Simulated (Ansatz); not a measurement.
**Al: density, localisation and related maps**

```yaml
crystal:
  lattice:
    - [1.38747, 2.40316, 0.00000]
    - [0.00000, 0.00000, -9.10658]
    - [-2.77493, 0.00000, 0.00000]
  atoms:
    - { symbol: Al, position: [0.81649, 0.00000, 0.96122] }
    - { symbol: Al, position: [0.66667, 0.75000, 0.33333] }
    - { symbol: Al, position: [0.18351, 0.50000, 0.03878] }
    - { symbol: Al, position: [0.33333, 0.25000, 0.66667] }
```

Space group P2₁; a structure from a database of computed crystals, not necessarily the ambient phase; not relaxed (largest force 0.5 eV/Å); computed pressure about 2 GPa in this cell; PAW files of the earlier set (soft_1).

The calculation used Ansatz 0.2.0, DFT LDA+D3(BJ), scalar-relativistic, plane waves, PAW.

The density is the valence pseudo-density of a PAW calculation; it isn't the true density close to the nuclei.

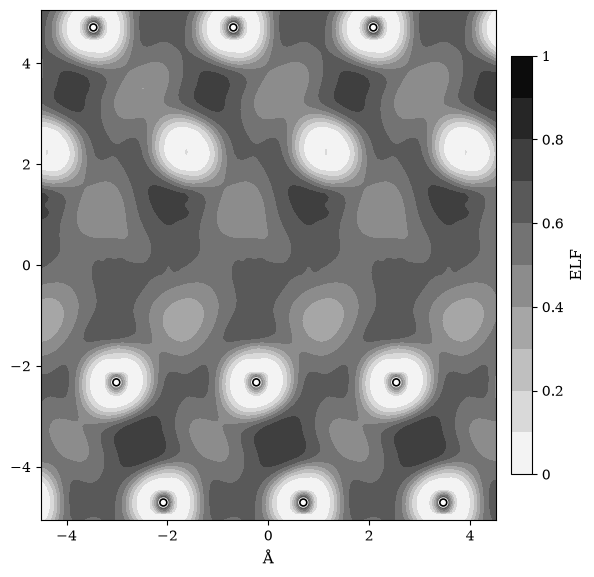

Figure 1. Electron localisation function on the (011) plane of the conventional cell. Circles mark the nuclei in the plane (Al).

> Read the bonding off the picture.

- The plane passes through Al nuclei.
- Atoms just off the plane (Al, 0.3 Å away) can leave unmarked features too.
- Al–Al (2.56 Å): the ELF peaks at about 0.80 between the atoms.
- Al–Al (2.77 Å): the ELF peaks at about 0.65 between the atoms.

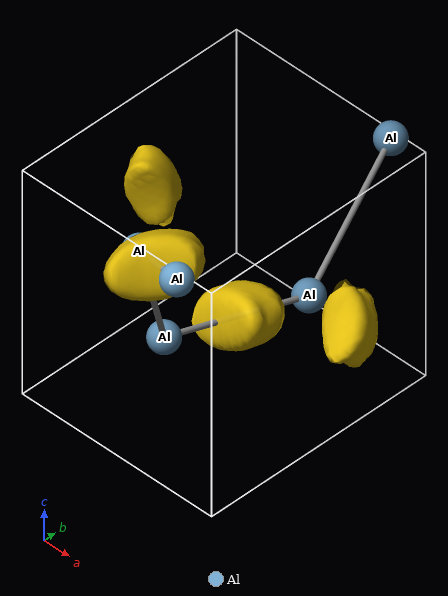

Figure 2. Isosurface of the electron localisation function at 0.7 (yellow), seen slightly off an axis. Core shells and regions of very low density are left out. Sticks mark near contacts.

> Where are the electrons localised?

The ELF exceeds this value in four regions between bonded Al–Al atoms, counted in one cell of 4 atoms. Any copies at cell faces, edges or corners count once. Profiles from the grid: Al–Al (2.62 Å): the ELF peaks at about 0.75 between the atoms.

> Metal or insulator at this level of theory?

It is gapless in this calculation (a metal or semimetal).
